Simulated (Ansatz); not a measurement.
Consider Al₁₀P₁₁ (slab).

The calculation's input:

```
crystal:
  lattice:
    - [5.4703454814, 0.0, 0.0]
    - [-2.7351727407, 6.1160321784, 0.0]
    - [0.0, 0.0, 27.2320643569]
  atoms:
    - { symbol: P, position: [0.1, 0.7, 0.27541063] }
    - { symbol: Al, position: [0.7, 0.4, 0.297869567] }
    - { symbol: P, position: [0.8, 0.1, 0.320328504] }
    - { symbol: Al, position: [0.4, 0.8, 0.342787441] }
    - { symbol: P, position: [0.5, 0.5, 0.365246378] }
    - { symbol: Al, position: [0.1, 0.2, 0.387705315] }
    - { symbol: P, position: [0.2, 0.9, 0.410164252] }
    - { symbol: Al, position: [0.8, 0.6, 0.432623189] }
    - { symbol: P, position: [0.9, 0.3, 0.455082126] }
    - { symbol: Al, position: [0.5, 0.0, 0.477541063] }
    - { symbol: P, position: [0.6, 0.7, 0.5] }
    - { symbol: Al, position: [0.2, 0.4, 0.522458937] }
    - { symbol: P, position: [0.3, 0.1, 0.544917874] }
    - { symbol: Al, position: [0.9, 0.8, 0.567376811] }
    - { symbol: P, position: [0.0, 0.5, 0.589835748] }
    - { symbol: Al, position: [0.6, 0.2, 0.612294685] }
    - { symbol: P, position: [0.7, 0.9, 0.634753622] }
    - { symbol: Al, position: [0.3, 0.6, 0.657212559] }
    - { symbol: P, position: [0.4, 0.3, 0.679671496] }
    - { symbol: Al, position: [0.0, 0.0, 0.702130433] }
    - { symbol: P, position: [0.1, 0.7, 0.72458937] }
basis:
  ecutwfc: 420
kpoints:
  mp_grid: { grid: [6, 5, 1] }
hamiltonian:
  xc: pbesol
scf:
  occupations: { method: gaussian, width: 0.05 }
output:
  forces: true
  stress: true
  eigenvalues: true
  write_density: true
  write_potential: true
  elf: true
  volumetric_format: npy
efield:
  axis: 3
  dipole_correction: true
  ramp_width: 0.04
```

Launched as:

```sh
ansatz run input.yaml --threads 2 --pin off --max-ram 5120MiB --backend cpu --events-out ev --progress --plain --runs-dir out
```

Not relaxed (largest force 2.0 eV/Å); computed without spin polarisation.

Theory: DFT PBEsol, scalar-relativistic, plane waves, PAW (Ansatz).

### Predict the valence pseudo-density and electron localisation function between the atoms.

Al–P (2.37 Å): the density is about 0.5 e/Å³ at the midpoint; the ELF peaks at about 0.95 between the atoms.

### Does the calculation give a band gap?

It is metallic or semimetallic at this level of theory: no gap opens.

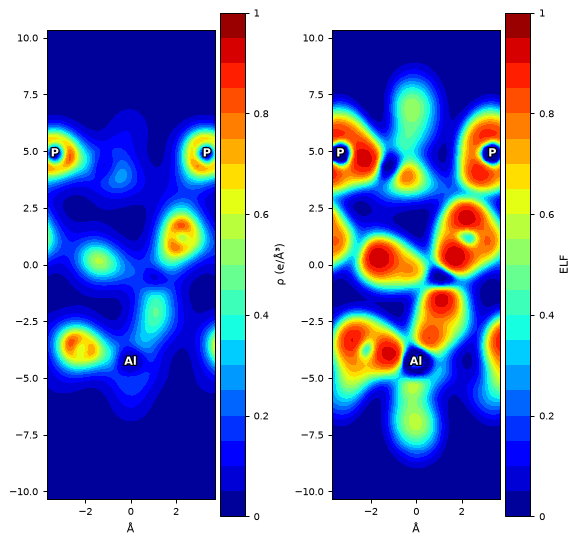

Computed valence pseudo-density and electron localisation function on the (100) plane of the calculation cell, a cut from vacuum to vacuum, in this order. Atoms just off the plane (P, 0.5 Å away and Al, 0.5 Å away) can leave unmarked features too.

In a PAW calculation such maps are meaningful between the atoms, not at the nuclei.
